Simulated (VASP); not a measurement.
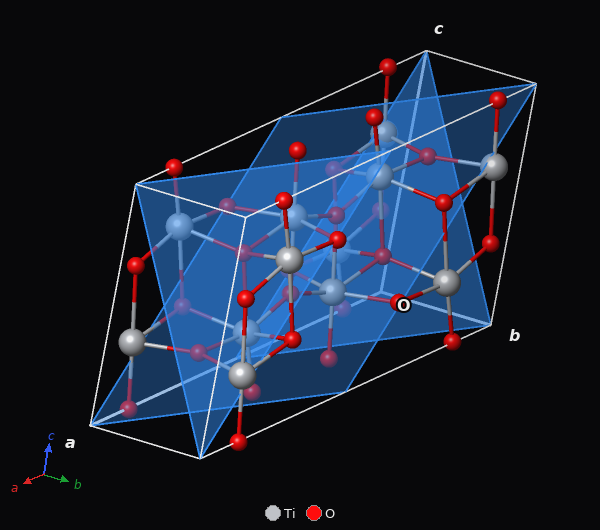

Every member of one family of equally spaced planes, hx + ky + lz = a whole number, that cuts the unit cell is shaded (one member passes through the origin O, touching the cell only at an edge or corner). Crystal: TiO₂, a cell listed in the Materials Project, as set up for an electronic-structure calculation. Symmetry computed with spglib at a tolerance of 0.002 Å; standard conventional cell.

a = 12.307 Å, b = 3.767 Å, c = 6.616 Å, α = 90.00°, β = 106.95°, γ = 90.00°.

Q: Index the planes.

A: (2 1 1); the opposite sign names the same planes. The member next to the origin meets the axes a at 1/2, b at 1, c at 1.

Q: What is the spacing?

A: d = 2.673 Å.

Q: Which atoms of the cell lie in these planes (within 0.03 Å)?

A: No atom.

Q: The space group is C2/m (No. 12). How many reflections hkl are equivalent to this one (itself included), and does it occur?

A: 4 reflections are equivalent in the Laue class 2/m. The reflection is systematically absent, by the centring.
